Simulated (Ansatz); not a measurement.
## Geometry relaxation of Ta

System: Ta (Fm-3m, 1 atom in the cell).
Method: DFT PBE, scalar-relativistic, plane waves, PAW, no spin polarisation (Ansatz 0.2.0).

The structure derives from an entry of the Crystallography Open Database.

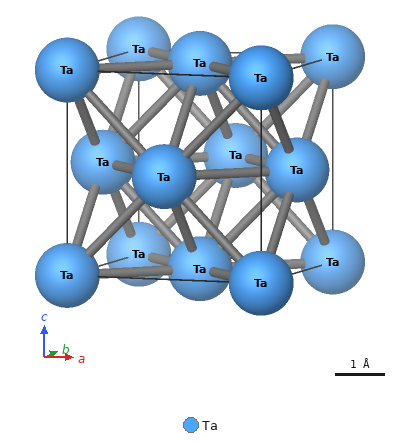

The starting structure (ball-and-stick view of the cell 4 times as large as that of the calculation, set on its symmetry axes, seen slightly off an axis). An atom can appear more than once, as a periodic image. Near neighbours in the periodic cell (some may lie outside the picture): Ta has 12 Ta at 2.98 Å.

**Input file**
```yaml
crystal:
  lattice:
    - [0.0, -2.11, -2.11]
    - [2.11, 0.0, -2.11]
    - [2.11, -2.11, 0.0]
  atoms:
    - { symbol: Ta, position: [0.0, 0.0, 0.0] }
basis:
  ecutwfc: 420
kpoints:
  mp_grid: { grid: [18, 18, 18] }
hamiltonian:
  xc: pbe
scf:
  occupations: { method: gaussian, width: 0.1 }
output:
  forces: true
  stress: true
  eigenvalues: true
  write_density: true
  write_potential: true
  elf: true
  volumetric_format: npy
relax:
  adjacent_minimum: "off"
  f_tol: 0.005
  max_steps: 80
  cell: { stress_tol: 0.05 }
```

Command:
```bash
ansatz run input.yaml --threads 1 --pin off --max-ram 2560MiB --backend cpu --events-out ev --progress --plain --runs-dir out
```

**Log**
```
Engine: ansatz 0.2.0, aarch64-unknown-linux-gnu
Pseudopotentials: kind: paw
Pseudopotential: Ta, paw, valence charge 13, recommended cutoff 420 eV (normal), Ta.paw.azcp
Functional definition: PBE
  parameter kappa = 0.804
  parameter beta = 0.06672455060314922
  exchange = pbe_x(kappa = kappa, mu = beta*pi^2/3)
  correlation = pbe_c(beta = beta)
Crystal: 1 atoms, lattice volume = 18.788 Å³
Basis set: ecut = 420 eV, 339 PW (Γ), exchange–correlation on 40×40×40 points (8 copies of the dense FFT grid, shifted against one another)
Bands: 11, of which v1, the nominal top of the filled ones, is band 7 counted from 1 (6 counted from 0)
Symmetry: 48 space group operations
Space group: Fm-3m (ITA 225), of the structure as read, at distance tolerance 2.7e-5 Å
k-points: 195 of 5832
Non-local potential: Ta, projectors of the file, l = 0: 3, l = 1: 2, l = 2: 2, l = 3: 1
PAW form: soft (Blöchl's): semilocal exchange-correlation on the pseudo side does not see the compensation charge
PAW one-centre angular grid: Ta, 590 points (default); XC on 64 Gauss nodes
Initial density: superposition of atomic densities (neutral atoms: chi_scale 0, normalization atom), corrected by the library's trained network
Initial wavefunctions: pseudopotential atomic-orbital guess
Functional: x = pbe(κ = 0.804, μ = 0.2195149727645171), c = pbe(β = 0.06672455060314922)
SCF iter   1: F=—  HF=-9932.012571 eV  |F-HF|=—  |Δ(HF+E_count)|=         —  Δρ=2.86e-3  dr2=6.38e-4  ethr=1.77e-3  ⟨swp⟩=5.2  Hψ=12035  notcnv=0
preconditioner: auto → none  [metal: Δε(μ)=0.020 eV  Ē_g=7.832 eV  σ=0.100 eV  W_gap=0.11  n_scr=0 (ndim 8)  ℏωp=19.2 eV  f_vac=0.000  D(μ)=1.33/eV (n_scr^D=14)]
SCF iter   2: F=—  HF=-9932.012721 eV  |F-HF|=—  |Δ(HF+E_count)|=   1.49e-4  Δρ=1.55e-3  dr2=1.65e-4  ethr=4.90e-6  ⟨swp⟩=2.5  Hψ=4759  notcnv=0
SCF iter   3: F=—  HF=-9932.012848 eV  |F-HF|=—  |Δ(HF+E_count)|=   1.27e-4  Δρ=2.22e-4  dr2=4.21e-6  ethr=1.27e-6  ⟨swp⟩=2.0  Hψ=2554  notcnv=0
SCF iter   4: F=—  HF=-9932.012844 eV  |F-HF|=—  |Δ(HF+E_count)|=   3.72e-6  Δρ=7.97e-5  dr2=3.48e-7  ethr=3.24e-8  ⟨swp⟩=2.0  Hψ=3294  notcnv=0
iter 5 did not close the SCF: its close was put off for the readings that it lacked (scf_convergence_deferred on its scf_iter line)
SCF iter   5: F=-9932.012844 eV  HF=-9932.012844 eV  |F-HF|=9.19e-10  |Δ(HF+E_count)|=   1.27e-7  Δρ=9.36e-6  dr2=1.14e-8  ethr=2.68e-9  ⟨swp⟩=2.0  Hψ=3187  notcnv=0
SCF iter   6: F=-9932.012844 eV  HF=-9932.012844 eV  |F-HF|=7.95e-10  |Δ(HF+E_count)|=   2.29e-9  Δρ=5.20e-6  dr2=1.67e-9  ethr=8.79e-11  ⟨swp⟩=6.4  Hψ=11431  notcnv=0
SCF 1 converged in 6 iterations: F = -9932.012844 eV  dr2 = 1.67e-9
  greatest PAW one-centre occupation: 0.999 electrons in one spin orbital (limit 2), on the Ta atom at site 0 (counted from 0), in its partial waves of l = 0
relax step   1: F+E_penalty+E_count = -9932.01284383 eV  Δ(F+E_penalty+E_count) = +0.000e0 eV  max|allowed force component| = 0.000e0 eV/Å  Δτ_max = 0.0000 Å  P = +0.407 GPa  Ω = 18.788 Å³  (6 SCF iters, dr2 threshold 1.00e-7 eV, accepted)
Crystal: 1 atoms, lattice volume = 18.937 Å³
Initial density: handed on by an earlier stage of this run
Initial wavefunctions: those handed on with the density
iter 1 solved again at ethr=1.23e-7 eV; its pass at ethr=3.10e-3 eV (dr2=1.60e-5 eV) is discarded
SCF iter   1: F=—  HF=-9932.012469 eV  |F-HF|=—  |Δ(HF+E_count)|=         —  Δρ=2.55e-4  dr2=8.27e-6  ethr=1.23e-7  ⟨swp⟩=2.5  Hψ=14686  notcnv=0
preconditioner: auto → none  [metal: Δε(μ)=0.027 eV  Ē_g=7.767 eV  σ=0.100 eV  W_gap=0.15  n_scr=0 (ndim 8)  ℏωp=19.1 eV  f_vac=0.000  D(μ)=1.32/eV (n_scr^D=14)]
SCF iter   2: F=—  HF=-9932.012466 eV  |F-HF|=—  |Δ(HF+E_count)|=   2.83e-6  Δρ=1.01e-4  dr2=6.87e-7  ethr=6.36e-8  ⟨swp⟩=2.5  Hψ=2929  notcnv=0
SCF iter   3: F=-9932.012467 eV  HF=-9932.012467 eV  |F-HF|=6.84e-8  |Δ(HF+E_count)|=   8.68e-7  Δρ=2.52e-5  dr2=3.56e-8  ethr=7.69e-10  ⟨swp⟩=9.2  Hψ=13684  notcnv=0
SCF 2 converged in 3 iterations: F = -9932.012467 eV  dr2 = 3.56e-8
relax step   2: F+E_penalty+E_count = -9932.01246680 eV  Δ(F+E_penalty+E_count) = +3.770e-4 eV  max|allowed force component| = 0.000e0 eV/Å  Δτ_max = 0.0000 Å  P = -1.090 GPa  Ω = 18.937 Å³  energy of the carried Pulay correction = -5.573e-5 eV  (3 SCF iters, dr2 threshold 1.00e-7 eV, rejected (line search))
Crystal: 1 atoms, lattice volume = 18.828 Å³
iter 1 solved again at ethr=6.10e-8 eV; its pass at ethr=3.10e-3 eV (dr2=7.93e-6 eV) is discarded
SCF iter   1: F=—  HF=-9932.012883 eV  |F-HF|=—  |Δ(HF+E_count)|=         —  Δρ=1.66e-4  dr2=3.92e-6  ethr=6.10e-8  ⟨swp⟩=2.5  Hψ=14684  notcnv=0
preconditioner: auto → none  [metal: Δε(μ)=0.021 eV  Ē_g=7.811 eV  σ=0.100 eV  W_gap=0.12  n_scr=0 (ndim 8)  ℏωp=19.1 eV  f_vac=0.000  D(μ)=1.33/eV (n_scr^D=14)]
SCF iter   2: F=—  HF=-9932.012881 eV  |F-HF|=—  |Δ(HF+E_count)|=   2.54e-6  Δρ=6.08e-5  dr2=2.70e-7  ethr=3.01e-8  ⟨swp⟩=2.7  Hψ=3068  notcnv=0
SCF iter   3: F=—  HF=-9932.012880 eV  |F-HF|=—  |Δ(HF+E_count)|=   1.11e-6  Δρ=1.62e-5  dr2=1.46e-8  ethr=2.08e-9  ⟨swp⟩=2.2  Hψ=2554  notcnv=0
SCF iter   4: F=—  HF=-9932.012880 eV  |F-HF|=—  |Δ(HF+E_count)|=   3.01e-8  Δρ=3.57e-7  dr2=1.86e-11  ethr=1.12e-10  ⟨swp⟩=2.4  Hψ=3162  notcnv=0
SCF iter   5: F=-9932.012880 eV  HF=-9932.012880 eV  |F-HF|=1.82e-12  |Δ(HF+E_count)|=    0.00e0  Δρ=5.31e-8  dr2=1.49e-13  ethr=1.00e-12  ⟨swp⟩=5.3  Hψ=7316  notcnv=0
SCF 3 converged in 5 iterations: F = -9932.012880 eV  dr2 = 1.49e-13
relax step   3: F+E_penalty+E_count = -9932.01287957 eV  Δ(F+E_penalty+E_count) = -3.575e-5 eV  max|allowed force component| = 0.000e0 eV/Å  Δτ_max = 0.0000 Å  P = -0.003 GPa  Ω = 18.828 Å³  energy of the carried Pulay correction = -1.513e-5 eV  (5 SCF iters, accepted)
Initial wavefunctions: pseudopotential atomic-orbital guess (no wavefunctions were taken with the density)
iter 1 solved again at ethr=7.03e-8 eV; its pass at ethr=3.10e-3 eV (dr2=9.14e-6 eV) is discarded
SCF iter   1: F=—  HF=-9932.012894 eV  |F-HF|=—  |Δ(HF+E_count)|=         —  Δρ=3.18e-6  dr2=2.44e-10  ethr=7.03e-8  ⟨swp⟩=3.2  Hψ=17679  notcnv=0
eigensolver tolerance schedule: the retry pair's looser diagonalisation over-reported the residual by 37390.70 of it (diagonalisation noise at 5.57 of the residual, at the tolerance the schedule requests for it); recorded, not acted on — ethr = c·dr2/N_el stays at c = 1.0e-1
preconditioner: auto → none  [metal: Δε(μ)=0.021 eV  Ē_g=7.812 eV  σ=0.100 eV  W_gap=0.12  n_scr=0 (ndim 8)  ℏωp=19.1 eV  f_vac=0.000  D(μ)=1.33/eV (n_scr^D=14)]
SCF iter   2: F=—  HF=-9932.012892 eV  |F-HF|=—  |Δ(HF+E_count)|=   2.64e-6  Δρ=1.70e-6  dr2=8.47e-11  ethr=1.88e-12  ⟨swp⟩=2.9  Hψ=4138  notcnv=0
SCF iter   3: F=-9932.012892 eV  HF=-9932.012892 eV  |F-HF|=1.09e-11  |Δ(HF+E_count)|=  7.64e-11  Δρ=6.41e-7  dr2=7.96e-12  ethr=1.00e-12  ⟨swp⟩=4.7  Hψ=10488  notcnv=0
SCF 4 converged in 3 iterations: F = -9932.012892 eV  dr2 = 7.96e-12
relax step   4: F+E_penalty+E_count = -9932.01289167 eV  Δ(F+E_penalty+E_count) = -1.210e-5 eV  max|allowed force component| = 0.000e0 eV/Å  Δτ_max = 0.0000 Å  P = -0.002 GPa  Ω = 18.828 Å³  stress off target by 1.86e-3 GPa  SCF on the basis re-selected at this cell (its energy is not comparable with the rows above)  (3 SCF iters)
```

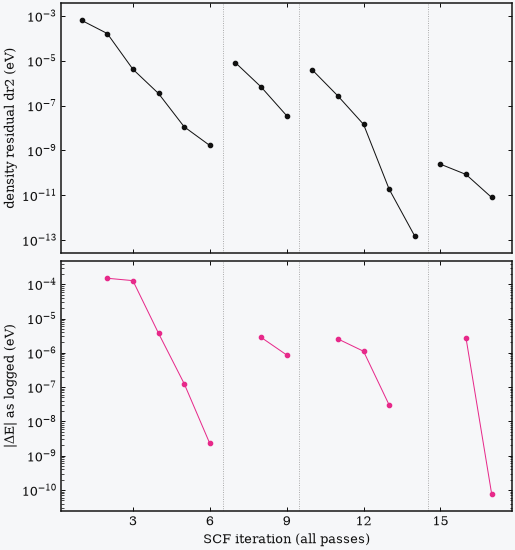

Convergence of the self-consistent field: density residual dr2 and size of the energy change against the SCF iteration. The dotted lines part the SCF passes of the relaxation: geometry steps, rejected trials and re-solves on a re-selected basis. The passes take 6, 3, 5 and 3 iterations.

```
basis re-selected at this cell: Δ(F+E_penalty+E_count) = -1.210e-5 eV, ΔP = +0.001 GPa vs the last step (what re-selecting the basis moved, of the pressure what is left beyond the Pulay correction that the steps carried, after the strain that the cell walked since its last selection, with what the two solves' SCF thresholds leave and, on support functions, any second-order correction that the steps lacked; it is no measure of the basis error at this ecutwfc). This SCF's stress stands 1.86e-3 GPa from its target on what of the cell is left free (relax.cell.stress_tol is 5.00e-2 GPa) and its largest allowed force component is 0.00e0 eV/Å (relax.f_tol is 5.00e-3 eV/Å): within both
SCF converged after 3 iterations
Free energy (F): -9932.012892 eV
Harris-Foulkes:  -9932.012892 eV  (|F-HF|=1.09e-11)
Internal energy: -9932.006237 eV  (E = F + TS)
E sigma→0 (E₀):  -9932.009564 eV
Entropy (-TS):   -0.006654 eV (-6.654 meV/atom)
Fermi energy:    18.090164 eV
--- Per-component energies (eV) ---
  E_band       = -115.679916
  E_kinetic    = 364.747487
  E_local      = -572.462472  (includes V_loc(G=0)·N_el)
  E_nonlocal   = 14.147922
  E_hartree    = 196.940135
  E_xc         = -218.039220
  E_vxc        = -203.470541  (∫ρ·V_xc dr)
  E_paw        = -8396.313177  (= ΣΔE_a)
  E_vpaw       = -112.522754  (= ΣTr[D̂ρ^β])
  E_aug_tail   = 0.000169  (compensation charges beyond the density's cutoff)
  E_ewald      = -1321.027081
  E_smearing   = -0.006654  (= −TS)
  E_closure    = 0.000000  (closes the sum)
  Σ components = -9932.012892   (vs F -9932.012892, Δ=0.00e0)
--- Forces (eV/Å), atoms counted from 1 ---
  atom   1  Ta    -0.00000000     0.00000000     0.00000000
  max |Σ_I F_I| component: 4.11e-32 eV/Å
--- Stress (GPa, compression-positive) ---
       -0.001856       0.000000       0.000000
        0.000000      -0.001856       0.000000
        0.000000       0.000000      -0.001856
  P = ⅓ Tr σ = -0.0019 GPa (-0.019 kbar)
--- Band table (eV; the first three rows and the last of 195) ---
  k-point 0: bands = ["-49.4915", "-15.4994", "-15.4994", "-15.4994", "9.9846", "18.5348", "18.5348", "18.5348", "21.5263", "21.5263", "30.2235"]
  k-point 1: bands = ["-49.4889", "-15.5319", "-15.5035", "-15.5035", "10.1079", "18.4261", "18.5944", "18.5944", "21.4671", "21.4671", "30.4813"]
  k-point 2: bands = ["-49.4814", "-15.6248", "-15.5154", "-15.5154", "10.4659", "18.1431", "18.7497", "18.7497", "21.3324", "21.3324", "31.1677"]
  k-point 194: bands = ["-49.3753", "-16.2108", "-16.1098", "-15.8776", "15.2637", "16.4952", "17.3961", "20.1879", "24.5489", "27.8279", "27.9664"]
--- Relaxed structure (3 steps of the walk, 2 accepted, 1 SCFs on fresh bases) ---
  F+E_penalty+E_count = -9932.01289167 eV   max|allowed force component| = 0.000e0 eV/Å   (the final SCF, on the basis selected at the relaxed cell)
  cell:  # Å, volume = 18.8282 Å³
    - [-7.961518801399362e-36, -2.1115096358743797, -2.1115096358743797]
    - [2.1115096358743797, -4.776911280839616e-36, -2.1115096358743797]
    - [2.1115096358743797, -2.1115096358743797, -1.2738430082238976e-35]
  atoms:
    - { symbol: Ta, position: [-0.0, 0.0, 0.0] }
```

**Trajectory as extended XYZ (Å, eV, eV/Å), 4 frames, from step=1 to step=4**
```
1
Lattice="0.0000 -2.1100 -2.1100 2.1100 0.0000 -2.1100 2.1100 -2.1100 0.0000" Properties=species:S:1:pos:R:3:forces:R:3 step=1 energy=-9932.01284 pressure_GPa=0.41
Ta    0.0000    0.0000    0.0000    0.0000   0.0000   0.0000
1
Lattice="0.0000 -2.1156 -2.1156 2.1156 0.0000 -2.1156 2.1156 -2.1156 0.0000" Properties=species:S:1:pos:R:3:forces:R:3 step=2 energy=-9932.01247 pressure_GPa=-1.09 accepted=F
Ta    0.0000    0.0000    0.0000    0.0000   0.0000   0.0000
1
Lattice="0.0000 -2.1115 -2.1115 2.1115 0.0000 -2.1115 2.1115 -2.1115 0.0000" Properties=species:S:1:pos:R:3:forces:R:3 step=3 energy=-9932.01288 pressure_GPa=-0.00
Ta    0.0000    0.0000    0.0000    0.0000   0.0000   0.0000
1
Lattice="0.0000 -2.1115 -2.1115 2.1115 0.0000 -2.1115 2.1115 -2.1115 0.0000" Properties=species:S:1:pos:R:3:forces:R:3 step=4 energy=-9932.01289 pressure_GPa=-0.00
Ta    0.0000    0.0000    0.0000    0.0000   0.0000   0.0000
```

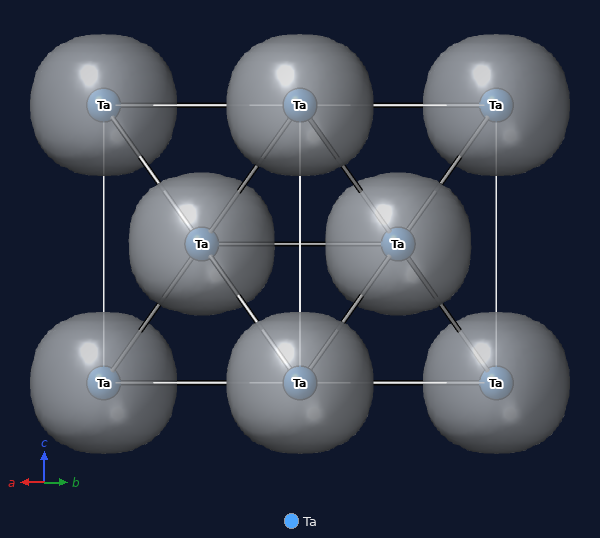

Isosurface of the valence pseudo-density at 0.4 e/Å³ (grey), seen along [110]. Sticks mark near contacts. The outline is the cell set on symmetry axes. At this value the density breaks into separate islands; it holds about 75 % of the electrons treated as valence (semicore included). It is pinched off along the Ta–Ta (2.99 Å) contacts. On the grid the lowest density along these lines, outside the cores, is 0.27 e/Å³ (Ta–Ta, 2.99 Å). The fields are those of the smooth PAW valence density.

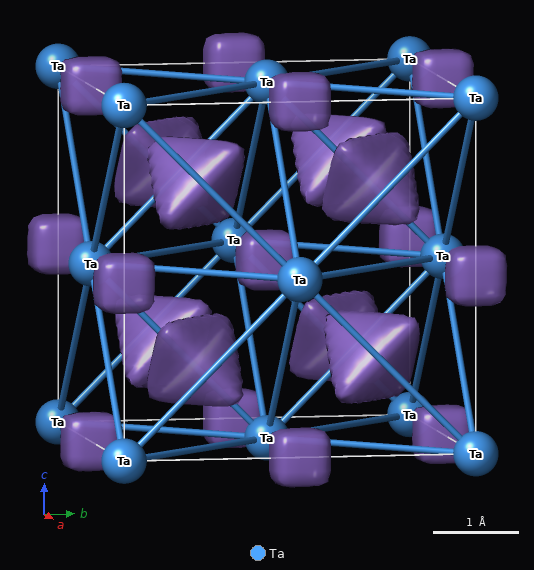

Isosurface of the ELF at 0.5 (purple), seen slightly off an axis. Only the valence region is drawn (cores and ρ < 0.01 e/Å³ removed). Sticks mark near contacts. The outline is the cell set on symmetry axes. Profiles from the grid: Ta–Ta (2.99 Å): the ELF is about 0.30 at the midpoint; no localised pair between them.

**Results in brief**

- outcome: converged
- space group (tolerance 0.01 Å): Fm-3m (225)
- electrons treated: 13
- free energy: −9932.0129 eV
- Fermi energy: 18.090 eV
- gap on the k-point mesh: none (metallic)
- pressure: 0.00 GPa
- final volume: 18.83 Å³
- largest force (length of the vector) at the end: under 0.001 eV/Å
- final cell: a = 2.986 Å, b = 2.986 Å, c = 2.986 Å, α = 60.00°, β = 60.00°, γ = 60.00°
- hardware: 1 thread of Arm Neoverse V1, 24 GiB of memory available, shared host
- wall time: 13 s
- peak memory: 0.32 GiB

**Notes**

Spin–orbit coupling is left out, which matters for Ta.
